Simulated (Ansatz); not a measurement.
MgO: band-structure calculation

The run: band-structure calculation of MgO (2 atoms in the cell). Method and program: DFT, r2SCAN, plane waves, PAW, no spin polarisation (Ansatz 0.2.0).

The structure was built on a prototype by a generator. The geometry comes from this level: r2SCAN (a point of a series of strains). It belongs to a series of runs on one base structure; here: uniaxial_x strain +4.9%.

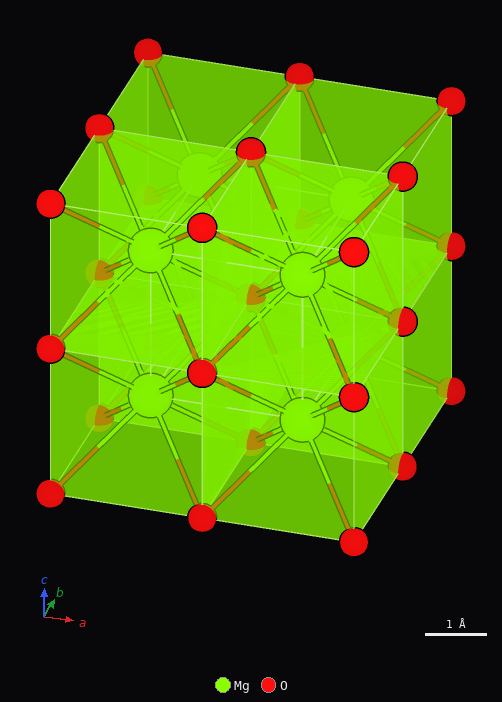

Figure 1. The input geometry (polyhedral view of the cell of the calculation, set on other vectors, seen at an oblique angle; polyhedra are completed across the faces of the cell).

**The input**
```yaml
crystal:
  lattice:
    - [2.751630825, 0.0, 0.0]
    - [0.0, 2.6233490561, 0.0]
    - [0.0, 0.0, 2.6233490561]
  atoms:
    - { symbol: Mg, position: [0.0, 0.0, 0.0] }
    - { symbol: O, position: [0.5, 0.5, 0.5] }
kpoints:
  mp_grid: { grid: [10, 10, 10] }
  band_path:
    path: [[0.0, 0.0, 0.0], [0.0, 0.5, 0.0], [0.5, 0.5, 0.0], [0.5, 0.5, 0.5]]
    npoints: 1
hamiltonian:
  xc: r2scan
scf:
  occupations: { method: fixed }
  n_extra_bands: 4
output:
  forces: true
  stress: true
  eigenvalues: true
  write_density: true
  write_potential: true
  elf: true
  volumetric_format: npy
```

Hardware: 4 threads of an x86-64 CPU, shared host.

Launch command:
```bash
ansatz run input.yaml --threads 4 --pin off --max-ram 3686MiB --backend cpu --events-out ev --progress --plain --runs-dir out
```

**What the program printed**
```
scf.n_extra_bands = 4 over 8 filled bands (N_el = 16.0): the run solves 12 bands
Engine: ansatz 0.2.0, x86_64-unknown-linux-gnu
Pseudopotentials: kind: paw
Pseudopotential: Mg, paw, valence charge 10, recommended cutoff 500 eV (meta_gga), Mg.paw.azcp
Pseudopotential: O, paw, valence charge 6, recommended cutoff 500 eV (meta_gga), O.paw.azcp
Functional definition: r2SCAN
  parameter k0 = 0.174
  parameter k1 = 0.065
  parameter a1 = 4.9479
  exchange = r2scan_x(k0 = k0, k1 = k1, a1 = a1)
  correlation = r2scan_c
Crystal: 2 atoms, lattice volume = 18.937 Å³
Basis set: ecut = 500 eV, 471 PW (Γ), exchange–correlation on 96×80×80 points (64 copies of the dense FFT grid, shifted against one another)
Bands: 12, of which v1, the nominal top of the filled ones, is band 8 counted from 1 (7 counted from 0)
Symmetry: 16 space group operations
Space group: P4/mmm (ITA 123), of the structure as read, at distance tolerance 2.7e-5 Å
k-points: 126 of 1000
Non-local potential: Mg, projectors of the file, l = 0: 3, l = 1: 2, l = 2: 1
Non-local potential: O, projectors of the file, l = 0: 2, l = 1: 2, l = 2: 1
PAW form: soft (Blöchl's): semilocal exchange-correlation on the pseudo side does not see the compensation charge
PAW frozen core: Mg, regenerated for the run's functional (the file was generated under x = pbe(κ = 0.804, μ = 0.2195149727645171), c = pbe(β = 0.06672455060314922))
PAW frozen core: O, regenerated for the run's functional (the file was generated under x = pbe(κ = 0.804, μ = 0.2195149727645171), c = pbe(β = 0.06672455060314922))
PAW one-centre angular grid: Mg, 302 points (default); XC on 224 Gauss nodes
PAW one-centre angular grid: O, 302 points (default); XC on 160 Gauss nodes
Initial density: superposition of atomic densities (neutral atoms: chi_scale 0, normalization atom), corrected by the library's trained network
Initial wavefunctions: pseudopotential atomic-orbital guess
Functional: x = r2scan, c = r2scan; τ floored in thin density (d = 2e-4 eV/Å³)
SCF iter   1: F=—  HF=-2496.539262 eV  |F-HF|=—  |Δ(HF+E_count)|=         —  Δρ=1.02e-2  dr2=1.46e-2  dr2_τ=5.64e-2  ethr=1.77e-3  ⟨swp⟩=4.3  Hψ=8037  notcnv=0  defer=199
preconditioner: auto → none  [insulator: Δε(μ)=2.728 eV  Ē_g=18.631 eV  n_scr=6 (ndim 8)  ℏωp=24.1 eV  f_vac=0.000  ε∞_Penn≈2.7]
SCF iter   2: F=—  HF=-2496.636646 eV  |F-HF|=—  |Δ(HF+E_count)|=   9.74e-2  Δρ=5.13e-3  dr2=2.23e-3  dr2_τ=3.18e-4  ethr=9.12e-5  ⟨swp⟩=2.8  Hψ=3847  notcnv=0  defer=229
SCF iter   3: F=—  HF=-2496.636682 eV  |F-HF|=—  |Δ(HF+E_count)|=   3.64e-5  Δρ=1.10e-3  dr2=1.53e-4  dr2_τ=2.09e-5  ethr=1.39e-5  ⟨swp⟩=2.0  Hψ=1769  notcnv=0  defer=247
SCF iter   4: F=—  HF=-2496.636670 eV  |F-HF|=—  |Δ(HF+E_count)|=   1.21e-5  Δρ=3.31e-4  dr2=1.79e-5  dr2_τ=1.74e-6  ethr=9.57e-7  ⟨swp⟩=2.3  Hψ=2142  notcnv=0  defer=245
SCF iter   5: F=—  HF=-2496.636667 eV  |F-HF|=—  |Δ(HF+E_count)|=   2.95e-6  Δρ=5.38e-5  dr2=2.60e-7  dr2_τ=4.54e-8  ethr=1.12e-7  ⟨swp⟩=2.0  Hψ=1809  notcnv=0  defer=3
SCF iter   6: F=-2496.636668 eV  HF=-2496.636668 eV  |F-HF|=4.16e-8  |Δ(HF+E_count)|=   2.08e-7  Δρ=1.97e-5  dr2=5.72e-8  dr2_τ=6.69e-9  ethr=6.25e-10  ⟨swp⟩=9.7  Hψ=10198  notcnv=0
SCF 1 converged in 6 iterations: F = -2496.636668 eV  dr2 = 5.72e-8
  greatest PAW one-centre occupation: 1.000 electrons in one spin orbital (limit 2), on the Mg atom at site 0 (counted from 0), in its partial waves of l = 0
```

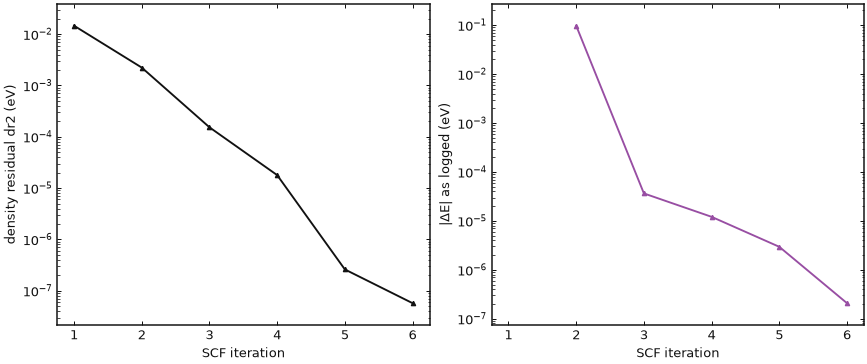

Figure 2. Convergence of the self-consistent field: density residual dr2 and size of the energy change against the SCF iteration. The residual falls at every step.

```
NSCF: frozen V_eff on 4 k-points
SCF converged after 6 iterations
Free energy (F): -2496.636668 eV
Harris-Foulkes:  -2496.636668 eV  (|F-HF|=4.16e-8)
Internal energy: -2496.636668 eV  (E = F + TS)
E sigma→0 (E₀):  -2496.636668 eV
Fermi energy:    9.444667 eV
--- Per-component energies (eV) ---
  E_band       = -316.037740
  E_kinetic    = 254.711549
  E_local      = -1571.499725  (includes V_loc(G=0)·N_el)
  E_nonlocal   = 142.539527
  E_hartree    = 538.569120
  E_xc         = -102.564280
  E_vxc        = -148.200246  (∫ρ·V_xc dr)
  E_paw        = -456.213758  (= ΣΔE_a)
  E_vpaw       = -80.411422  (= ΣTr[D̂ρ^β])
  E_aug_tail   = 0.000997  (compensation charges beyond the density's cutoff)
  E_vtau       = 9.687496  (kinetic-family band-sum trace: ∫τ·v_τ [+ j·A + Jᵃ·Aᵃ] dr)
  E_ewald      = -1302.121950
  E_core_change = -0.058149  (= ΣΔE_core)
  E_smearing   = -0.000000  (= −TS)
  E_closure    = 0.000000  (closes the sum)
  Σ components = -2496.636668   (vs F -2496.636668, Δ=0.00e0)
--- Forces (eV/Å), atoms counted from 1 ---
  atom   1  Mg     0.00000000     0.00000000     0.00000000
  atom   2  O      0.00000000     0.00000000     0.00000000
  max |Σ_I F_I| component: 1.58e-30 eV/Å
--- Stress (GPa, compression-positive) ---
      -26.980546       0.000000       0.000000
        0.000000       3.716024       0.000000
        0.000000       0.000000       3.716024
  P = ⅓ Tr σ = -6.5162 GPa (-65.162 kbar)
--- Band table (eV; the first three rows and the last of 126) ---
  k-point 0: bands = ["-68.3949", "-33.4546", "-33.4546", "-33.4318", "-9.9842", "7.8077", "8.5223", "8.5223", "12.2294", "20.2767", "21.0704", "29.5109"]
  k-point 1: bands = ["-68.3937", "-33.4670", "-33.4535", "-33.4306", "-9.8849", "7.7039", "7.8562", "8.5652", "12.8026", "20.5340", "21.2240", "29.3094"]
  k-point 2: bands = ["-68.3906", "-33.4992", "-33.4506", "-33.4275", "-9.6114", "6.1162", "7.9861", "8.6797", "13.8579", "21.1247", "21.4583", "28.7143"]
  k-point 125: bands = ["-68.3642", "-33.5516", "-33.5516", "-33.4783", "-7.2644", "5.7004", "5.7004", "5.7788", "17.3832", "17.3832", "17.8160", "26.3524"]
```

**File bands.tsv**
```
# k_distance	band_0	band_1	band_2	band_3	band_4	band_5	band_6	band_7	band_8	band_9	band_10	band_11
# fermi_ev = 9.444667
# lock_threshold_ev = 1e-6
# [0, 0, 0] at k_distance = 0.000000
# [0, 0.5, 0] at k_distance = 1.197550
# [0.5, 0.5, 0] at k_distance = 2.339271
# [0.5, 0.5, 0.5] at k_distance = 3.536821
# levels_relative_to = fermi_ev
# free_energy_ev = -2496.636668
# largest_residual_norms_ev = 1.996e-4 2.316e-4 4.149e-4 2.629e-4 9.651e-4 5.806e-4 6.144e-4 5.926e-4 6.755e-4 5.838e-4 1.833e-3 1.117e-3
0.000000	-77.839596	-42.899286	-42.899286	-42.876426	-19.428900	-1.636960	-0.922356	-0.922356	2.784692	10.832017	11.625750	20.066192
1.197550	-77.827166	-43.027733	-42.887721	-42.863947	-18.218093	-6.378164	-1.095158	-0.447972	7.197270	10.040326	15.376855	17.470727
2.339271	-77.820653	-43.013621	-42.939346	-42.881575	-17.563672	-4.850903	-4.793108	0.000000	5.325803	12.407947	13.288442	14.299377
3.536821	-77.808880	-42.996244	-42.996244	-42.922940	-16.709047	-3.744306	-3.744306	-3.665893	7.938572	7.938572	8.371372	16.907735
```

**File v_z.tsv**
```
# z_ang	v_es[eV]	v_tot[eV]
# format = ansatz-planar-average/11
# xc	r2scan
# density_cutoff_ev	2000
# datasets	Mg=:simpson_from_first_knot:soft:shift=0	O=:simpson_from_first_knot:soft:shift=0
# lattice	2.751630825	0.000000000	0.000000000
# lattice	0.000000000	2.623349056	0.000000000
# lattice	0.000000000	0.000000000	2.623349056
# sites	2
# site	12	0.000000000	0.000000000	0.000000000
# site	8	1.375815412	1.311674528	1.311674528
0.000000	-4.173958e0	-1.370117e1
0.131167	-3.388488e0	-1.294698e1
0.262335	-1.203975e0	-1.082953e1
0.393502	1.732325e0	-8.176519e0
0.524670	4.702353e0	-5.547240e0
0.655837	6.508403e0	-4.222282e0
0.787005	6.522626e0	-5.020837e0
0.918172	5.758941e0	-6.653004e0
1.049340	4.855704e0	-8.182577e0
1.180507	4.104575e0	-9.251309e0
1.311675	3.809777e0	-9.680920e0
1.442842	4.104575e0	-9.251309e0
1.574009	4.855704e0	-8.182577e0
1.705177	5.758941e0	-6.653004e0
1.836344	6.522626e0	-5.020837e0
1.967512	6.508403e0	-4.222282e0
2.098679	4.702353e0	-5.547240e0
2.229847	1.732325e0	-8.176519e0
2.361014	-1.203975e0	-1.082953e1
2.492182	-3.388488e0	-1.294698e1
```

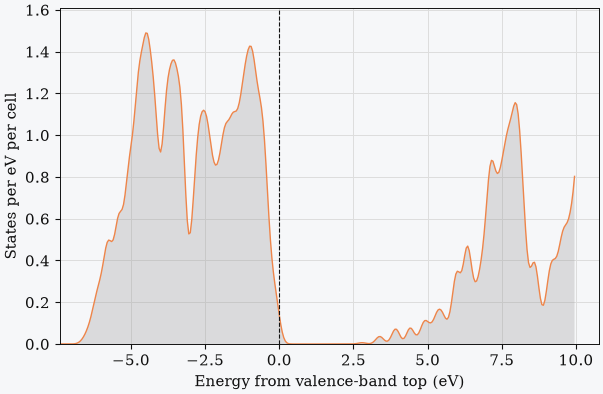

Figure 3. Density of states (the curve is built from the levels of the k mesh with Gaussians 0.3 eV wide, which also blur the band edges), with energies from the valence-band top. There is a gap of 2.78 eV on the k-point mesh. Small ripples come from the finite k-point mesh.

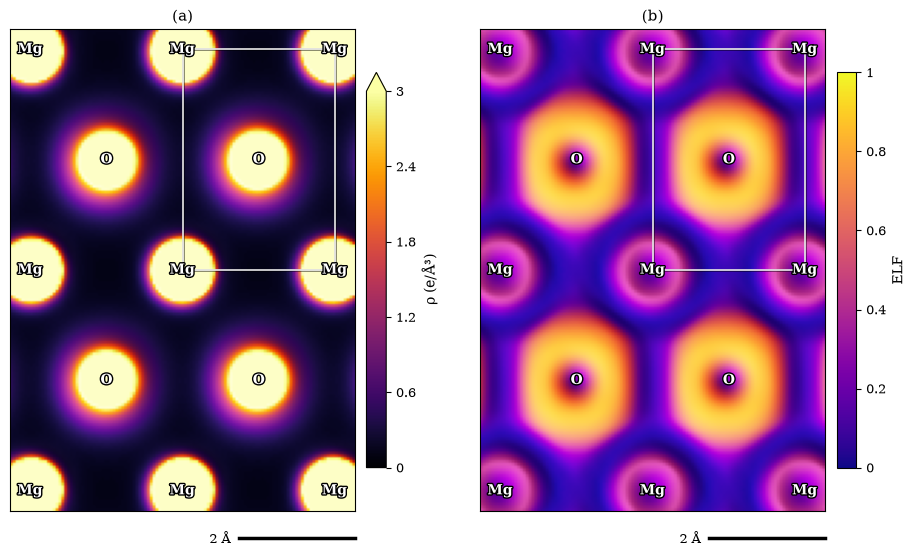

Figure 4. (a) valence electron density; (b) ELF on the (011) plane of the conventional cell. Atoms in the plane: Mg and O. Away from the nuclei the density in this plane falls to 0.08 e/Å³ at its lowest. The fields are those of the smooth PAW valence density.

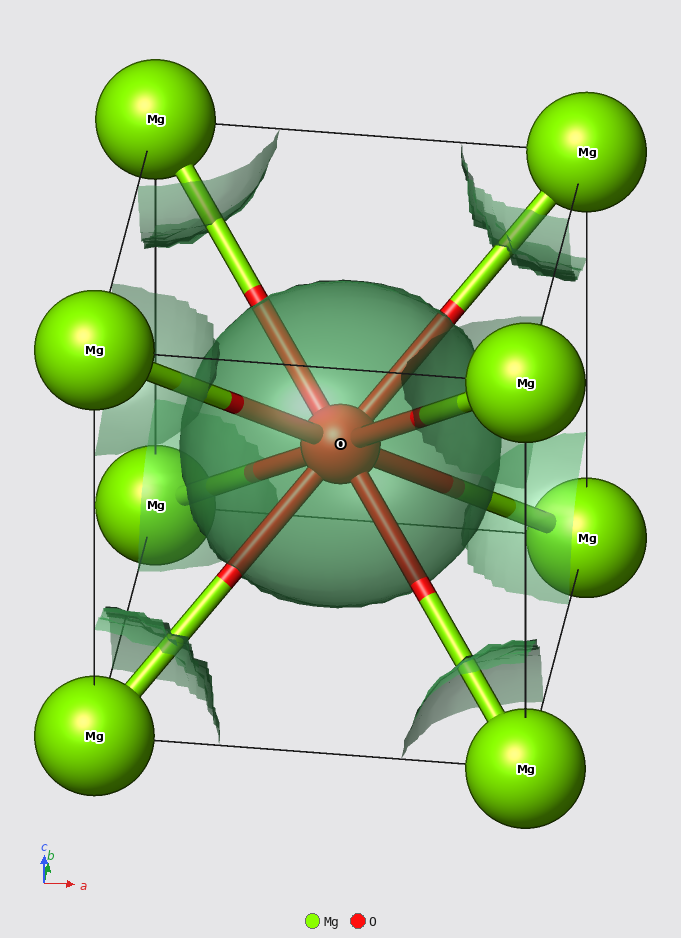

Figure 5. Isosurface of the valence pseudo-density at 0.4 e/Å³ (green), seen at an oblique angle. Sticks mark near contacts. The outline is the cell set on symmetry axes. At this value the density breaks into separate islands; it holds about 85 % of the electrons treated as valence (semicore included). It is pinched off along the Mg–O (2.31 Å) contacts. On the grid the lowest density along these lines, outside the cores, is 0.18 e/Å³ (Mg–O, 2.31 Å).

**Results in brief**

```csv
quantity,value
outcome,converged
space group (tolerance 0.01 Å),P4/mmm (123)
electrons treated,16
free energy,−2496.6367 eV
Fermi energy,9.445 eV
gap on the k-point mesh,2.78 eV
pressure,−6.52 GPa
largest force (length of the vector),under 0.001 eV/Å
wall time,0.89 s (CPU time 2.8 s)
peak memory,0.46 GiB
```
